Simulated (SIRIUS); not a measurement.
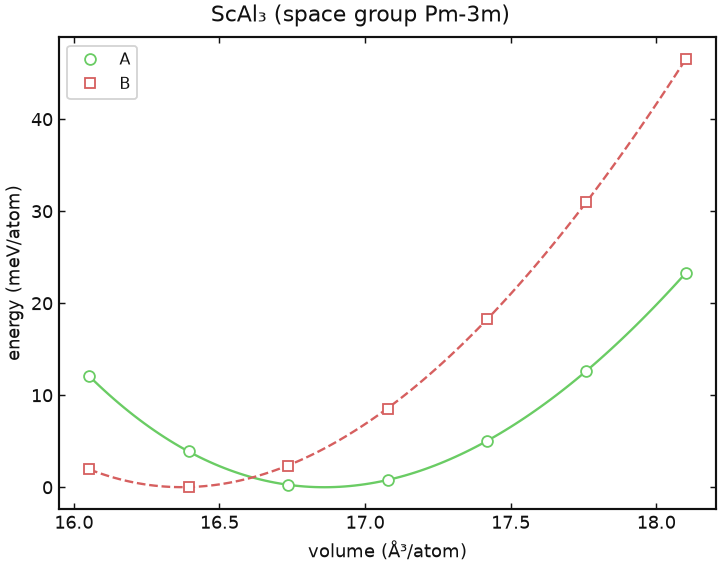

The figure shows the energy against volume, with one curve for each functional, for ScAl₃ (space group Pm-3m). The labels are replaced by letters. In alphabetical order the cases are: LDA; PBEsol.

Computed with SIRIUS 7.12.0: all-electron LAPW DFT, no spin polarisation; energies at scaled volumes of the given cell, shape and fractions fixed, counted from the fit's minimum, third-order Birch-Murnaghan fit. All runs: no spin polarisation.

- k mesh: 7×7×7
- occupations: Fermi–Dirac
- smearing width: 0.05 eV
- potentials: all electron FP LAPW

Which letter stands for which functional?

A: PBEsol; B: LDA.
